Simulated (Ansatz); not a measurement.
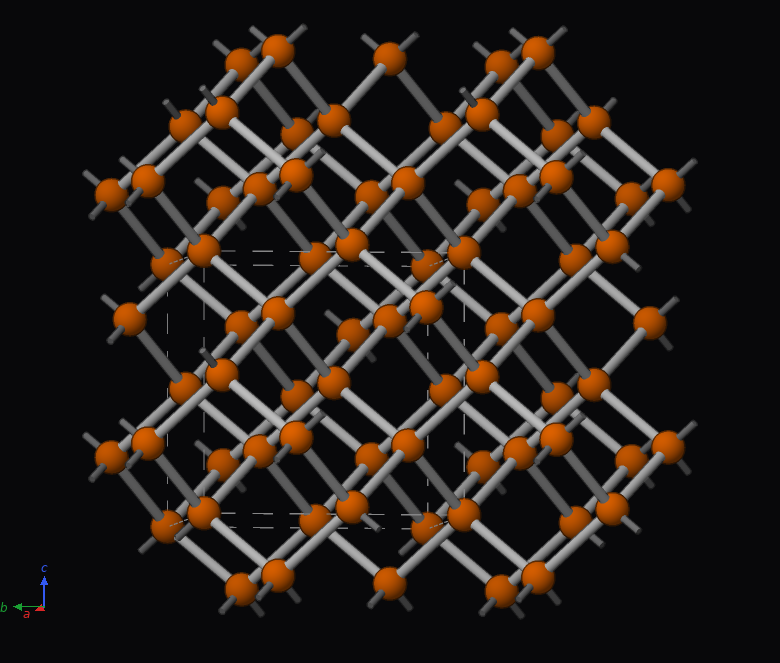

A cut-out of a periodic net derived from a crystal structure. Nodes are coloured by topological kind. Edges to nodes outside the piece are drawn as stubs.

Q: Describe the net.

A: A uninodal 4-connected, three-periodic net. It is the dia net, known from diamond, zinc blende and cristobalite.

Q: Give point symbol and coordination sequence.

A: 6^6, sequence 4, 12, 24, 42.

Where the net comes from. System CoO (space group F-43m, No. 216); source of the atomic positions: the input geometry of an electronic-structure calculation (not necessarily at equilibrium); the starting structure was generated, so it need not be a known form of this composition. Bonds are taken as Co–O below 2.2 Å. The graph is simplified in the usual way: terminal and isolated atoms are pruned, two-connected atoms become edges. Co and O are 4-connected nodes.
